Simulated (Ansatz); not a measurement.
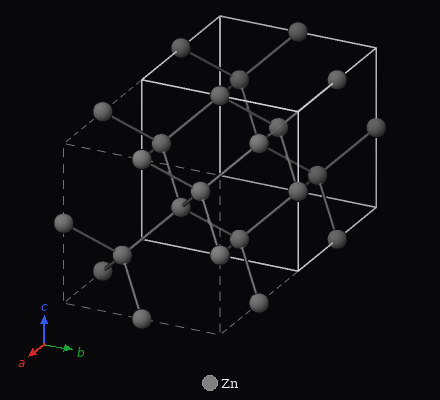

The structure, seen along [211]; the drawing may span several cells.

Given this structure, the end point of a relaxation with Ansatz, DFT, revPBE, plane waves (420 eV) with PAW, scalar-relativistic; the starting structure was generated, so it need not be a known form of this composition, written in its standard cell:

```
Zn
1.0
     5.93095    0.00000    0.00000
     0.00000    5.93095    0.00000
     0.00000    0.00000    5.93095
Zn
8
Direct
  0.75000 0.75000 0.75000
  0.00000 0.50000 0.00000
  0.75000 0.25000 0.25000
  0.00000 0.00000 0.50000
  0.25000 0.75000 0.25000
  0.50000 0.50000 0.50000
  0.25000 0.25000 0.75000
  0.50000 0.00000 0.00000
```

Predict the [211] zone-axis pattern (120 kV, kinematic, B = 1 Å²).

The spots form a rectangular net whose two shortest vectors correspond to d = 3.42 Å and 2.10 Å, 90.0° apart. They are -1 1 1 and 0 -2 2. The pattern has symmetry 2mm. The lattice centring (F) removes all reflections that break h + k = 2n, h + l = 2n; a glide plane extinguishes reflections such as 2 -4 0, 2 0 -4; reflections such as 2 -2 -2, 2 -6 2, 2 2 -6 are allowed by the space group but vanish because the atoms sit on special positions.

Strongest reflections with d > 0.80 Å, one of each family (|F|² from tabulated Gaussian fits of the electron scattering factors, times a small damping for the curvature of the Ewald sphere):

| hkl | d (Å) | I (strongest = 100) |
| --- | --- | --- |
| 1 -1 -1 | 3.424 | 100 |
| 0 2 -2 | 2.097 | 95 |
| 1 1 -3 | 1.788 | 35 |
| 0 4 -4 | 1.048 | 18 |
| 3 -3 -3 | 1.141 | 12 |
| 4 -4 -4 | 0.856 | 9 |

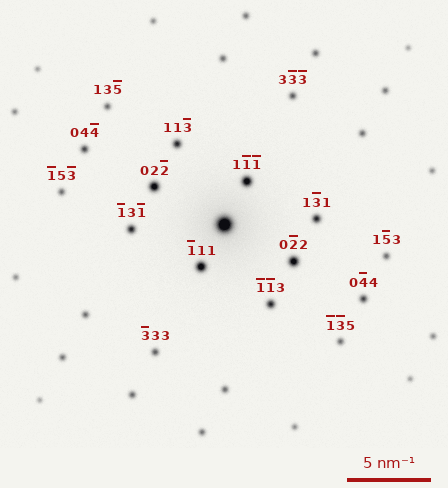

Calculated pattern, seen from the source side with [211] pointing towards the source.
